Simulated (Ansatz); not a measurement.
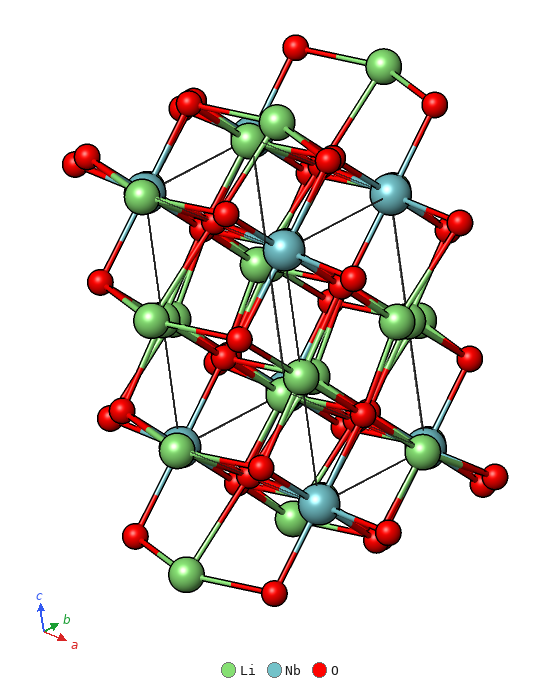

Structure drawing (ball-and-stick), viewed slightly off an axis. The unit cell is outlined; an atom on or near a face, edge or corner is repeated at each equivalent position. Atoms just outside the outline that bond to atoms inside are added.

Li$_{5}$NbO$_{5}$, a = 4.01 Å, b = 5.24 Å, c = 5.79 Å, α = 107.28°, β = 90.00°, γ = 112.52°.

Method used: Ansatz 0.2.0, DFT r2SCAN, scalar-relativistic, plane waves, PAW. It ran with an energy cutoff of 500 eV, k-points about 0.29 Å⁻¹ apart, Gaussian smearing of 0.05 eV, no spin polarisation.

Q: What is the band gap, if any?

A: An insulator at this level, with a gap of 3.64 eV on the k-mesh (the true edges may lie between mesh points, so the gap can be somewhat smaller).

Origin of the cell: a structure listed in the Materials Project. A relaxation with DFT r2SCAN, scalar-relativistic, plane waves, PAW in Ansatz gave the geometry drawn.
